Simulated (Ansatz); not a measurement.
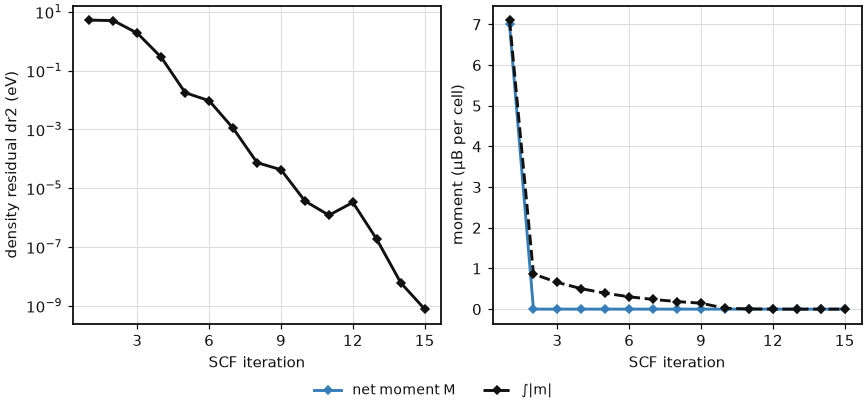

The plot shows the SCF iterations of a calculation: density residual dr2, magnetic moments. dr2 is the charge part; the magnetisation has a residual of its own.

Ga2O3 (10 atoms in the cell), run with Ansatz.

```
crystal:
  lattice:
    - [6.2274305507, -1.5417565237, 0.0114924381]
    - [6.2274305507, 1.5417565237, 0.0114924381]
    - [-1.4027234631, 0.0, 5.7076941965]
  atoms:
    - { symbol: Ga, position: [0.0899134337, 0.0899134337, 0.7947233205] }
    - { symbol: Ga, position: [0.9100865663, 0.9100865663, 0.2052766795] }
    - { symbol: Ga, position: [0.6585007299, 0.6585007299, 0.3141978941] }
    - { symbol: Ga, position: [0.3414992701, 0.3414992701, 0.6858021059] }
    - { symbol: O, position: [0.1634883783, 0.1634883783, 0.1092060618] }
    - { symbol: O, position: [0.8365116217, 0.8365116217, 0.8907939382] }
    - { symbol: O, position: [0.1737013128, 0.1737013128, 0.5643594336] }
    - { symbol: O, position: [0.8262986872, 0.8262986872, 0.4356405664] }
    - { symbol: O, position: [0.4960195696, 0.4960195696, 0.256681361] }
    - { symbol: O, position: [0.5039804304, 0.5039804304, 0.743318639] }
basis:
  ecutwfc: 420
kpoints:
  mp_grid: { grid: [10, 10, 6] }
hamiltonian:
  xc: pbe
scf:
  occupations: { method: gaussian, width: 0.02 }
  max_iter: 60
output:
  forces: true
  eigenvalues: true
  stress: true
magnetization:
  spin_polarized: true
  initial_magnetization: 7
```

Command:
```bash
ansatz run input.yaml --threads 2 --pin off --max-ram 5120MiB --backend cpu --events-out ev --progress --plain --runs-dir out
```

Q: Did the calculation converge?

A: It converged, after 15 iterations. The residual comes down, with one marked jump up, by a factor of about 3, at step 12. The program keeps the magnetisation out of the quasi-Newton mixer until iteration 8 and then restarts the mixer with it.

Q: Read the residual at the first and at the last step drawn.

A: It starts near 5 and ends near 8 × 10⁻¹⁰ eV.

Q: What happens to the magnetisation?

A: The net moment goes from 7.0 to 0.0 μB per cell. ∫|m| ends at 0.0 μB, so the magnetism dies out.

Q: Is anything amiss with this input?

A: The input holds an odd setting (an impossible spin). The SCF closed; whether the result suffers can't be told from this run alone.
